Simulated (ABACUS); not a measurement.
**PbF2: 7 runs along one coordinate**

System: PbF2 (3 atoms in the cell).
Method: Kohn-Sham DFT of a periodic cell, PBEsol, PseudoDojo NC SR 0.4.1 PBEsol standard, no spin polarisation (ABACUS 3.10.1).

The 7 runs differ only in the geometry, by an even scaling of the cell at fixed fractional positions. The structure derives from an entry of the Crystallography Open Database.

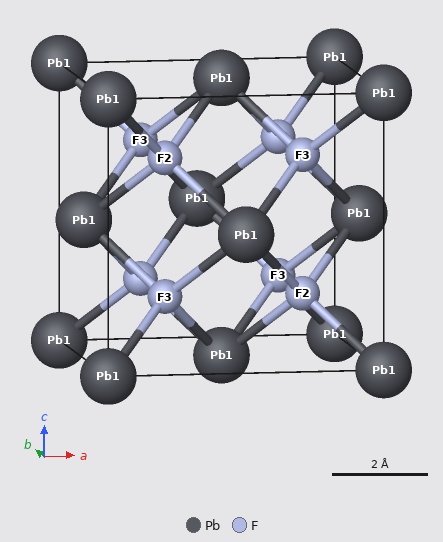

Figure 1. The structure of run 4 (ball-and-stick view of the cell 4 times as large as that of the calculation, set on its symmetry axes, seen slightly off an axis; atoms are numbered from 1 in the order of the input). An atom can appear more than once, as a periodic image.

### Input of run 4
```
INPUT_PARAMETERS
suffix              PbF2
calculation         scf
basis_type          pw
pseudo_dir          ./
symmetry            1
dft_functional      pbesol
ecutwfc             84
pseudo_rcut         7
nspin               1
nbands              18
ks_solver           dav
smearing_method     fd
smearing_sigma      0.00367493
scf_thr             1e-08
scf_nmax            100
mixing_type         broyden
mixing_beta         0.7
cal_force           1
cal_stress          1
kpar                4
```

### File STRU of run 4
```
ATOMIC_SPECIES
Pb 207.2000 Pb.upf
F 18.9984 F.upf

LATTICE_CONSTANT
1.8897261246

LATTICE_VECTORS
0.0000000000 2.9636600000 2.9636600000
2.9636600000 0.0000000000 2.9636600000
2.9636600000 2.9636600000 0.0000000000

ATOMIC_POSITIONS
Direct

Pb
0.0
1
0.0000000000 0.0000000000 0.0000000000 1 1 1

F
0.0
2
0.7500000000 0.7500000000 0.7500000000 1 1 1
0.2500000000 0.2500000000 0.2500000000 1 1 1
```

### File KPT of run 4
```
K_POINTS
0
Gamma
8 8 8 0 0 0
```

Command:
```bash
OMP_NUM_THREADS=1 mpirun -np 4 abacus > log
```

Lattice vectors (Å) and fractional positions of run 4:
```
   0.000000    2.963660    2.963660
   2.963660    0.000000    2.963660
   2.963660    2.963660    0.000000
Pb  0.000000  0.000000  0.000000
F   0.750000  0.750000  0.750000
F   0.250000  0.250000  0.250000
```

Run 5 differs from it as follows:
```diff
-0.0000000000 2.9636600000 2.9636600000
-2.9636600000 0.0000000000 2.9636600000
-2.9636600000 2.9636600000 0.0000000000
+0.0000000000 2.9832874594 2.9832874594
+2.9832874594 0.0000000000 2.9832874594
+2.9832874594 2.9832874594 0.0000000000
```

### Results, with one run withheld

| run | volume per atom (Å³) | free energy per atom, from the lowest run given (meV) | pressure (GPa) | gap on the mesh (eV) |
| --- | --- | --- | --- | --- |
| 1 | 16.313 | 9.69 | 4.11 | 4.29 |
| 2 | 16.660 | 2.88 | 2.18 | 4.30 |
| 3 | 17.007 | 0.00 | 0.47 | 4.31 |
| 4 | 17.354 | 0.61 | −1.05 | 4.32 |
| 5 | 17.701 | ? | ? | ? |
| 6 | 18.048 | 10.80 | −3.59 | 4.32 |
| 7 | 18.395 | 19.72 | −4.66 | 4.31 |

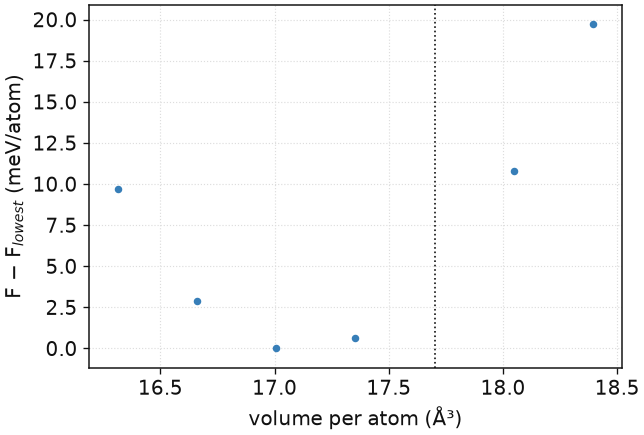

Figure 2. Free energy per atom of the runs given; the dotted line marks run 5.

Fit the runs given and predict run 5.

A cubic polynomial in V^(−2/3) (the Birch–Murnaghan form), fitted to the 6 runs given, misses them by under 0.01 meV per atom. With x = V^(−2/3) − 0.14967 Å⁻², it reads F = 0.16564 − 731.01 x + 4.028e+05 x² + 1.1165e+06 x³ (meV per atom). At run 5 it gives 4.33 meV per atom, and the run itself gives 4.32. The slope of the fit gives a pressure −dF/dV of −2.38 GPa there, and the run prints −2.39 GPa. The fit has its minimum at 17.115 Å³ per atom, where V d²F/dV² gives 76.6 GPa: the bulk modulus at this level, since symmetry fixes the shape and the positions.

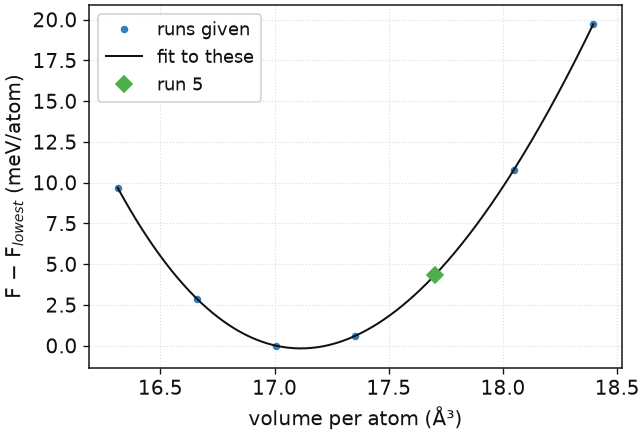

Figure 3. The fit and the withheld run.

### Some lines of the output (run 5)
```
[...]
 E_Fermi        0.3839729373         5.2242198257
 E_Fermi        0.5628135256         7.6574708591
 E_Fermi        0.5222721322         7.1058769047
 E_Fermi        0.5410713642         7.3616535774
 E_Fermi        0.5399237952         7.3460401006
 E_Fermi        0.5432894615         7.3918323393
 E_Fermi        0.5436101784         7.3961959173
 E_Fermi        0.5440149726         7.4017034249
 E_KS(sigma->0) -238.9458263841      -3251.0247521429
 E_Fermi        0.5440058472         7.4015792673
 final etot is -3251.0247521 eV
 EFERMI = 7.4015792673 eV
 TOTAL-PRESSURE: -23.947817 KBAR
 !FINAL_ETOT_IS -3251.0247521429355402 eV
```

Notes: Spin–orbit coupling is left out, which matters for Pb.
